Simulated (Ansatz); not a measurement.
Read the following structure.

```
Cu O
1.0
     4.28161    0.00000    0.00000
     0.00000    4.28161    0.00000
     0.00000    0.00000    4.28161
Cu O
4 2
Cartesian
  1.0704 1.0704 3.2112
  3.2112 1.0704 1.0704
  1.0704 3.2112 1.0704
  3.2112 3.2112 3.2112
  2.1408 2.1408 2.1408
  0.0000 0.0000 0.0000
```

Question: Work out the structure from the coordinates.

Answer: Chemical formula Cu2O. It takes space group Pn-3m (No. 224) on a primitive cubic lattice. In terms of structure types, this is cuprite (Cu₂O) type. In the cell are 4 Cu, 2 O, which makes 2 formula units. About every Cu there are two O in a linear arrangement at 1.85 Å. Each O has four Cu in a tetrahedral arrangement at 1.85 Å. The bonds build a three-dimensional framework.

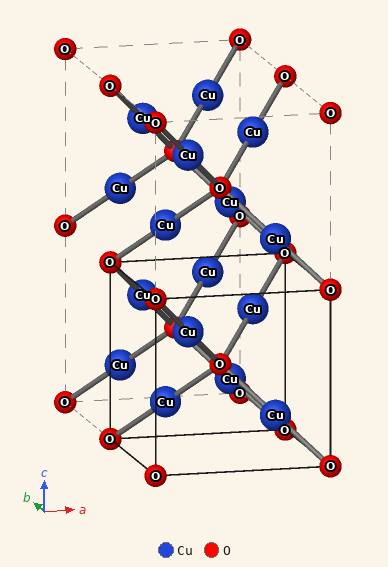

A ball-and-stick rendering, viewed slightly off an axis. The solid frame is a single conventional unit cell within a 1×2×2 block. Colours: copper blue, oxygen red.

Its origin is a structure listed in the Materials Project. Relaxation method: DFT HSE06, scalar-relativistic, plane waves, PAW in Ansatz 0.2.0.
